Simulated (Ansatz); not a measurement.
**Single-point calculation, with input and output: GaN (part 1 of 2)**

The run: single-point calculation of GaN (32 atoms in the cell). Method and program: DFT PBE, scalar-relativistic, plane waves, PAW, no spin polarisation (Ansatz 0.2.0).

The structure derives from a Materials Project entry. It belongs to a series of runs on one base structure; here: the perfect crystal in a cell of 32 atoms.

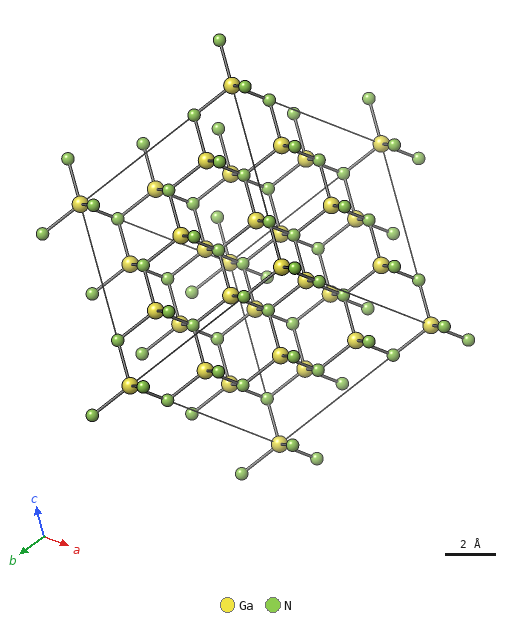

**Figure 1.** The input geometry (ball-and-stick view of the cell of the calculation, seen at an oblique angle; bonded neighbours outside the cell are drawn too). Near neighbours in the crystal (not all of them lie inside the picture): Ga has 4 N at 1.97 Å; N has 4 Ga at 1.97 Å.

**Results in brief**

- outcome: converged
- space group (tolerance 0.01 Å): F-43m (216)
- electrons treated: 288
- free energy: −66686.4698 eV
- Fermi energy: 10.011 eV
- gap on the k-point mesh: 1.54 eV
- pressure: −0.08 GPa
- largest force (length of the vector): under 0.001 eV/Å
- hardware: 4 threads of Arm Neoverse V1, 24 GiB of memory available, shared host
- wall time: 4.9 s (CPU time 19 s)
- peak memory: 1.2 GiB

**Input**
```yaml
crystal:
  lattice:
    - [4.5484769843, 4.5484769843, -4.5484769843]
    - [-4.5484769843, -4.5484769843, -4.5484769843]
    - [-4.5484769843, 4.5484769843, 4.5484769843]
  atoms:
    - { symbol: Ga, position: [0.25, 0.0, 0.75] }
    - { symbol: Ga, position: [0.5, 0.75, 0.75] }
    - { symbol: Ga, position: [0.75, 0.5, 0.75] }
    - { symbol: Ga, position: [0.75, 0.0, 0.25] }
    - { symbol: Ga, position: [0.0, 1.0, 0.0] }
    - { symbol: Ga, position: [0.25, 0.75, 0.0] }
    - { symbol: Ga, position: [0.5, 0.5, 0.0] }
    - { symbol: Ga, position: [0.75, 0.25, 0.0] }
    - { symbol: Ga, position: [0.0, 0.25, 0.75] }
    - { symbol: Ga, position: [0.5, 0.0, 0.5] }
    - { symbol: Ga, position: [0.75, 0.75, 0.5] }
    - { symbol: Ga, position: [0.0, 0.75, 0.25] }
    - { symbol: Ga, position: [0.25, 0.5, 0.25] }
    - { symbol: Ga, position: [0.5, 0.25, 0.25] }
    - { symbol: Ga, position: [0.0, 0.5, 0.5] }
    - { symbol: Ga, position: [0.25, 0.25, 0.5] }
    - { symbol: "N", position: [0.25, 0.0, 0.0] }
    - { symbol: "N", position: [0.5, 0.75, 0.0] }
    - { symbol: "N", position: [0.75, 0.5, 0.0] }
    - { symbol: "N", position: [0.75, 0.0, 0.5] }
    - { symbol: "N", position: [0.0, 0.0, 0.25] }
    - { symbol: "N", position: [0.25, 0.75, 0.25] }
    - { symbol: "N", position: [0.5, 0.5, 0.25] }
    - { symbol: "N", position: [0.75, 0.25, 0.25] }
    - { symbol: "N", position: [0.0, 0.25, 0.0] }
    - { symbol: "N", position: [0.5, 0.0, 0.75] }
    - { symbol: "N", position: [0.75, 0.75, 0.75] }
    - { symbol: "N", position: [0.0, 0.75, 0.5] }
    - { symbol: "N", position: [0.25, 0.5, 0.5] }
    - { symbol: "N", position: [0.5, 0.25, 0.5] }
    - { symbol: "N", position: [0.0, 0.5, 0.75] }
    - { symbol: "N", position: [0.25, 0.25, 0.75] }
basis:
  ecutwfc: 420
  xc_grid: 2
kpoints:
  mp_grid: { grid: [2, 2, 2], shift: [0.0, 0.0, 0.0] }
hamiltonian:
  xc: pbe
scf:
  occupations: { method: gaussian, width: 0.01 }
output:
  forces: true
  stress: true
  eigenvalues: true
  write_density: true
  write_potential: true
  elf: true
  volumetric_format: npy
```

Run as:
```bash
ansatz run input.yaml --threads 4 --pin off --max-ram 8192MiB --backend cpu --events-out ev --progress --plain --runs-dir out
```

**Log**
```
Engine: ansatz 0.2.0, aarch64-unknown-linux-gnu
Pseudopotentials: kind: paw
Pseudopotential: Ga, paw, valence charge 13, recommended cutoff 420 eV (normal), Ga.paw.azcp
Pseudopotential: N, paw, valence charge 5, recommended cutoff 420 eV (normal), N.paw.azcp
Functional definition: PBE
  parameter kappa = 0.804
  parameter beta = 0.06672455060314922
  exchange = pbe_x(kappa = kappa, mu = beta*pi^2/3)
  correlation = pbe_c(beta = beta)
Crystal: 32 atoms, lattice volume = 376.407 Å³
Basis set: ecut = 420 eV, 7395 PW (Γ), exchange–correlation on 108×108×108 points (8 copies of the dense FFT grid, shifted against one another)
Bands: 176, of which v1, the nominal top of the filled ones, is band 144 counted from 1 (143 counted from 0)
Symmetry: 384 space group operations
Space group: F-43m (ITA 216), of the structure as read, at distance tolerance 7.2e-5 Å
k-points: 3 of 8
Non-local potential: Ga, projectors of the file, l = 0: 2, l = 1: 2, l = 2: 3, l = 3: 1
Non-local potential: N, projectors of the file, l = 0: 2, l = 1: 2, l = 2: 1
PAW form: soft (Blöchl's): semilocal exchange-correlation on the pseudo side does not see the compensation charge
PAW one-centre angular grid: Ga, 590 points (default); XC on 64 Gauss nodes
PAW one-centre angular grid: N, 110 points (default); XC on 64 Gauss nodes
Initial density: superposition of atomic densities (neutral atoms: chi_scale 0, normalization atom), corrected by the library's trained network
Initial wavefunctions: pseudopotential atomic-orbital guess
Functional: x = pbe(κ = 0.804, μ = 0.2195149727645171), c = pbe(β = 0.06672455060314922)
SCF iter   1: F=—  HF=-66686.465816 eV  |F-HF|=—  |Δ(HF+E_count)|=         —  Δρ=5.84e-4  dr2=3.51e-4  ethr=1.77e-3  ⟨swp⟩=6.0  Hψ=1779  notcnv=0  defer=13
preconditioner: auto → Resta (q_TF=auto, 2.609 Å⁻¹)  ε∞=5.0  [insulator: Δε(μ)=1.537 eV  Ē_g=16.318 eV  σ=0.010 eV  W_gap=1.00  n_scr=134 (ndim 8)  ℏωp=32.5 eV  f_vac=0.002  D(μ)=0.00/eV (n_scr^D=0)  ε∞_Penn≈5.0]
SCF iter   2: F=—  HF=-66686.469024 eV  |F-HF|=—  |Δ(HF+E_count)|=   3.21e-3  Δρ=3.65e-4  dr2=1.80e-4  ethr=1.22e-7  ⟨swp⟩=3.0  Hψ=1284  notcnv=0  defer=70
SCF iter   3: F=—  HF=-66686.469663 eV  |F-HF|=—  |Δ(HF+E_count)|=   6.39e-4  Δρ=1.84e-4  dr2=4.69e-5  ethr=6.24e-8  ⟨swp⟩=2.0  Hψ=823  notcnv=0  defer=70
SCF iter   4: F=—  HF=-66686.469829 eV  |F-HF|=—  |Δ(HF+E_count)|=   1.66e-4  Δρ=5.03e-5  dr2=5.60e-6  ethr=1.63e-8  ⟨swp⟩=2.0  Hψ=886  notcnv=0  defer=70
SCF iter   5: F=—  HF=-66686.469844 eV  |F-HF|=—  |Δ(HF+E_count)|=   1.56e-5  Δρ=8.86e-6  dr2=3.57e-7  ethr=1.95e-9  ⟨swp⟩=2.0  Hψ=881  notcnv=0  defer=70
SCF iter   6: F=-66686.469845 eV  HF=-66686.469845 eV  |F-HF|=3.87e-9  |Δ(HF+E_count)|=   3.90e-7  Δρ=3.14e-6  dr2=3.14e-8  ethr=3.47e-11  ⟨swp⟩=12.3  Hψ=3385  notcnv=0
SCF 1 converged in 6 iterations: F = -66686.469845 eV  dr2 = 3.14e-8
  greatest PAW one-centre occupation: 0.995 electrons in one spin orbital (limit 2), on the Ga atom at site 15 (counted from 0), in its partial waves of l = 2
```

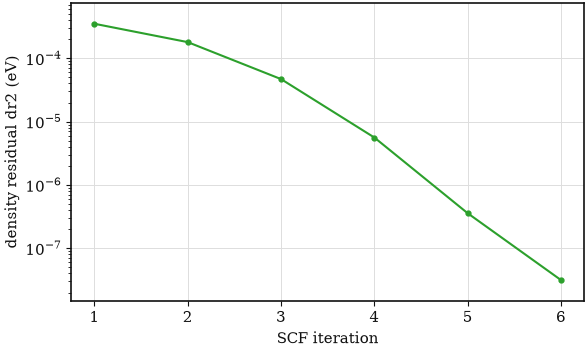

**Figure 2.** Convergence of the self-consistent field: density residual dr2 against the SCF iteration. The residual falls at every step.

```
SCF converged after 6 iterations
Free energy (F): -66686.469845 eV
Harris-Foulkes:  -66686.469845 eV  (|F-HF|=3.87e-9)
Internal energy: -66686.469845 eV  (E = F + TS)
E sigma→0 (E₀):  -66686.469845 eV
Fermi energy:    10.011181 eV
--- Per-component energies (eV) ---
  E_band       = -195.858297
  E_kinetic    = 3936.262157
  E_local      = -31543.623335  (includes V_loc(G=0)·N_el)
  E_nonlocal   = 7587.732001
  E_hartree    = 14480.358547
  E_xc         = -2054.345006
  E_vxc        = -2137.609703  (∫ρ·V_xc dr)
  E_paw        = -33925.498542  (= ΣΔE_a)
  E_vpaw       = -6999.333600  (= ΣTr[D̂ρ^β])
  E_aug_tail   = 0.000496  (compensation charges beyond the density's cutoff)
  E_ewald      = -25167.356163
  E_smearing   = -0.000000  (= −TS)
  E_closure    = -0.000000  (closes the sum)
  Σ components = -66686.469845   (vs F -66686.469845, Δ=0.00e0)
--- Forces (eV/Å), atoms counted from 1 ---
  atom   1  Ga    -0.00000000     0.00000000    -0.00000000
  atom   2  Ga    -0.00000000    -0.00000000    -0.00000000
  atom   3  Ga    -0.00000000    -0.00000000     0.00000000
  atom   4  Ga    -0.00000000     0.00000000    -0.00000000
  atom   5  Ga    -0.00000000     0.00000000     0.00000000
  atom   6  Ga    -0.00000000     0.00000000     0.00000000
  atom   7  Ga    -0.00000000     0.00000000     0.00000000
  atom   8  Ga    -0.00000000    -0.00000000    -0.00000000
  atom   9  Ga    -0.00000000    -0.00000000    -0.00000000
  atom  10  Ga    -0.00000000    -0.00000000     0.00000000
  atom  11  Ga    -0.00000000     0.00000000    -0.00000000
  atom  12  Ga    -0.00000000     0.00000000     0.00000000
  atom  13  Ga    -0.00000000     0.00000000     0.00000000
  atom  14  Ga    -0.00000000    -0.00000000     0.00000000
  atom  15  Ga    -0.00000000     0.00000000     0.00000000
  atom  16  Ga    -0.00000000     0.00000000    -0.00000000
  atom  17  N     -0.00000000     0.00000000     0.00000000
  atom  18  N     -0.00000000    -0.00000000    -0.00000000
  atom  19  N     -0.00000000     0.00000000    -0.00000000
  atom  20  N     -0.00000000     0.00000000    -0.00000000
  atom  21  N     -0.00000000    -0.00000000    -0.00000000
  atom  22  N     -0.00000000    -0.00000000     0.00000000
  atom  23  N     -0.00000000    -0.00000000    -0.00000000
  atom  24  N     -0.00000000     0.00000000    -0.00000000
  atom  25  N     -0.00000000    -0.00000000     0.00000000
  atom  26  N     -0.00000000    -0.00000000     0.00000000
  atom  27  N     -0.00000000     0.00000000    -0.00000000
  atom  28  N     -0.00000000    -0.00000000     0.00000000
  atom  29  N     -0.00000000    -0.00000000     0.00000000
  atom  30  N     -0.00000000    -0.00000000    -0.00000000
  atom  31  N     -0.00000000    -0.00000000     0.00000000
  atom  32  N     -0.00000000    -0.00000000     0.00000000
  max |Σ_I F_I| component: 6.89e-17 eV/Å
--- Stress (GPa, compression-positive) ---
       -0.082702      -0.000000       0.000000
       -0.000000      -0.082702      -0.000000
        0.000000      -0.000000      -0.082702
  P = ⅓ Tr σ = -0.0827 GPa (-0.827 kbar)
--- Band table (eV) ---
```
